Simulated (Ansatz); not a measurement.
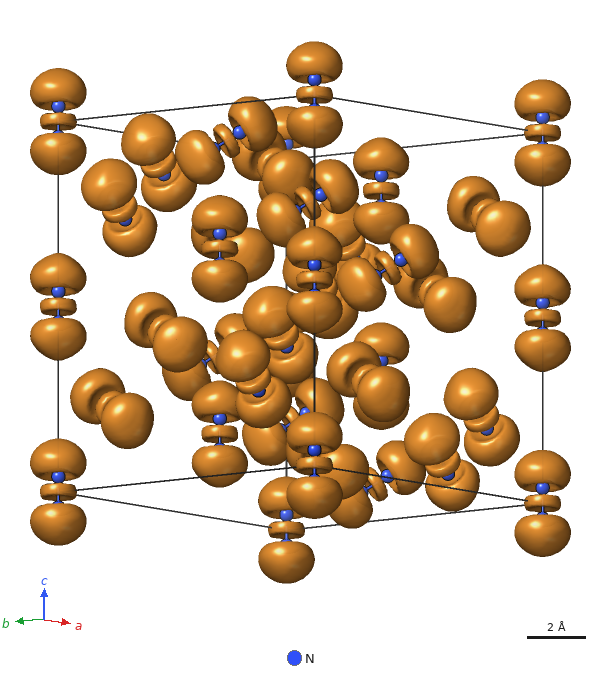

*N. Isosurface of the ELF at 0.75 (orange), seen at an oblique angle. Only the valence region is drawn (cores and ρ < 0.01 e/Å³ removed). Sticks mark near contacts.*

Space group R-3c; a structure from a database of computed crystals, not necessarily the ambient phase; started from the database structure prototype, which need not be the ambient phase.

Theory: DFT, PBE-D3(BJ), plane waves, PAW (Ansatz 0.2.0).

In a PAW calculation such maps are meaningful between the atoms, not at the nuclei.

Input

```
crystal:
  lattice:
    - [4.9308690349, 2.8468385646, 4.4024911852]
    - [-4.9308690349, 2.8468385646, 4.4024911852]
    - [0.0, -5.6936771292, 4.4024911852]
  atoms:
    - { symbol: "N", position: [0.55861181, 0.04238325, 0.72083057] }
    - { symbol: "N", position: [0.95761675, 0.27916943, 0.44138819] }
    - { symbol: "N", position: [0.72083057, 0.55861181, 0.04238325] }
    - { symbol: "N", position: [0.95814088, 0.95814088, 0.95814088] }
    - { symbol: "N", position: [0.54238325, 0.05861181, 0.22083057] }
    - { symbol: "N", position: [0.77916943, 0.45761675, 0.94138819] }
    - { symbol: "N", position: [0.27916943, 0.44138819, 0.95761675] }
    - { symbol: "N", position: [0.04185912, 0.04185912, 0.04185912] }
    - { symbol: "N", position: [0.45761675, 0.94138819, 0.77916943] }
    - { symbol: "N", position: [0.54185912, 0.54185912, 0.54185912] }
    - { symbol: "N", position: [0.44138819, 0.95761675, 0.27916943] }
    - { symbol: "N", position: [0.45814088, 0.45814088, 0.45814088] }
    - { symbol: "N", position: [0.04238325, 0.72083057, 0.55861181] }
    - { symbol: "N", position: [0.94138819, 0.77916943, 0.45761675] }
    - { symbol: "N", position: [0.22083057, 0.54238325, 0.05861181] }
    - { symbol: "N", position: [0.05861181, 0.22083057, 0.54238325] }
kpoints:
  mp_grid: { grid: [4, 4, 4] }
hamiltonian:
  xc: pbe
  dispersion: d3bj
scf:
  occupations: { method: fermi_dirac, width: 0.02 }
relax:
  f_tol: 0.005
  cell: {}
output:
  write_density: true
  write_potential: true
  elf: true
  volumetric_format: npy
```

Below, planes, directions and counts refer to the conventional cell (a = 9.74 Å, b = 9.74 Å, c = 13.21 Å, α = 90.00°, β = 90.00°, γ = 120.00°).

The fields are those of the relaxed geometry.

Identify the bonds, lone pairs and shells in this picture.

At this value the surface marks out 24 regions between bonded N–N atoms (shared pairs) and 48 lobes on N, pointing away from the bonds (lone pairs), counted in one cell of 48 atoms. Any copies at cell faces, edges or corners count once. Profiles from the grid: N–N (1.10 Å): the ELF peaks at about 0.85 between the atoms (inside overlapping PAW spheres, so only a guide): a short, multiple covalent bond.
